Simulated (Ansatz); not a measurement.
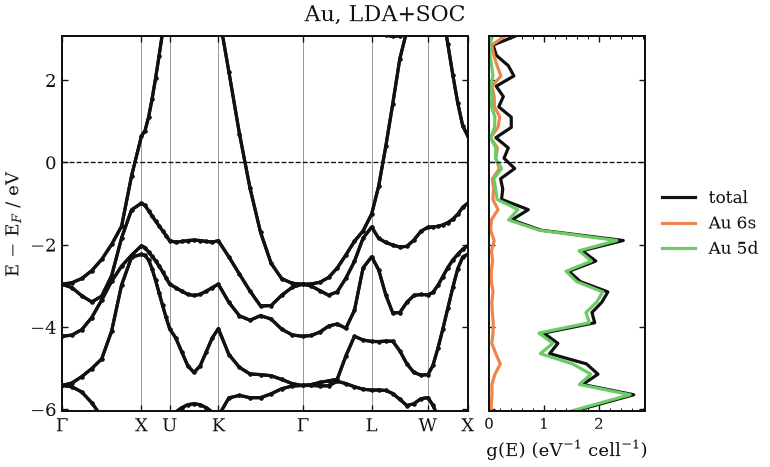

Band structure and density of states. Energies are counted from the Fermi level. The path runs straight from each named point to the next. The partial curves are projected on Löwdin-orthogonalised atomic shells; they sum to less than the total at higher energies, where shells without a projector contribute.

> Which Bravais lattice do the labels of the path belong to?

A face-centred cubic lattice: the path Γ–X–U–K–Γ–L–W–X runs through the special points of its Brillouin zone.

The material is Au, space group Fm-3m, 1 atom in the cell, a database entry, rescaled.

Method: DFT with LDA, PAW plane waves, spin-orbit coupling, 14×14×14 k mesh, 420 eV cutoff, Fermi-Dirac smearing of 0.016 eV (Ansatz 0.2.0).

> Metal, semiconductor or insulator?

A metal: 2 spinor bands cross the Fermi level along this path (the two partners of a degenerate pair count as two).

> On which lines of the path do bands cross the Fermi level?

Bands cross the Fermi level on Γ–X, K–Γ and L–W, and not on X–U, U–K, Γ–L and W–X.

> What is the density of states at the Fermi level?

The density of states at the Fermi level is about 0.37 per eV and cell (mean within 0.25 eV).
